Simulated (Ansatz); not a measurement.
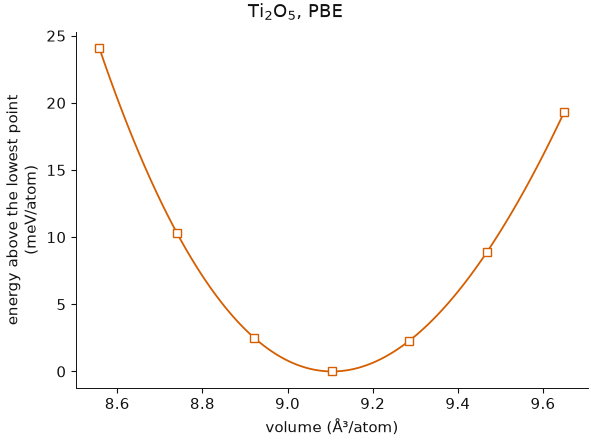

Plotted: energy above the lowest point against volume for Ti₂O₅, space group Pn-3m (No. 224) (one of a set of cubic test structures, which need not be the stable phase).

Method: equation of state of a cubic crystal from periodic Kohn-Sham density functional theory without spin, third-order Birch-Murnaghan fit to the free energies; pressure corrected for the finite basis (Ansatz 0.2.0 development build). Level: PBE.

structure type cubic X2O5; atoms in cell 14; space group number 224; lattice centring simple cubic; k mesh 22×22×22; occupation method Fermi–Dirac; occupation width 0.06123 eV; wave cutoff 420 eV; datasets soft-1 PAW; density tolerance 1.3e−07 eV; bands 68; density cutoff ratio 4; search for lower states default.

From this curve and the settings, what does the calculation give for the pressure at the same points?

The pressure falls from 14.9 GPa at volume 8.5580 Å³/atom to −10.8 GPa at 9.6505 Å³/atom, and changes sign near 9.10 Å³/atom.

```json
{"volume (Å³/atom)": "8.5580", "pressure (GPa)": "14.9"}
{"volume (Å³/atom)": "8.7401", "pressure (GPa)": "9.4"}
{"volume (Å³/atom)": "8.9221", "pressure (GPa)": "4.5"}
{"volume (Å³/atom)": "9.1042", "pressure (GPa)": "0.0"}
{"volume (Å³/atom)": "9.2863", "pressure (GPa)": "-4.0"}
{"volume (Å³/atom)": "9.4684", "pressure (GPa)": "-7.6"}
{"volume (Å³/atom)": "9.6505", "pressure (GPa)": "-10.8"}
```

Note: cubic model structure, not the ambient form; no spin polarisation, a magnetic state may lie lower.
